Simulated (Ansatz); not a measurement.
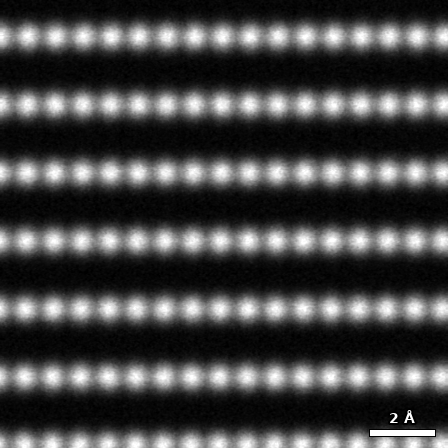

Z-contrast image of Rh (Im-3m, No. 229) along [211]. Simulated incoherent Z contrast: every atom adds Z^1.7 spread by a probe of 0.59 Å full width; channelling and multiple scattering are left out. The display is stretched by a gamma of 0.8; percentages refer to the linear signal. Shot noise and a slight drift were added. Atomic positions: the input geometry of an electronic-structure calculation (not necessarily at equilibrium); the starting structure was generated, so it need not be a known form of this composition.

What can be read from this image?

Answer. The columns repeat on a rectangular net of 0.87 × 2.13 Å (plane group p2mm). All columns are alike (Rh). The shortest distance between visible columns is 0.87 Å in projection. Along the beam the structure repeats every 7.37 Å.
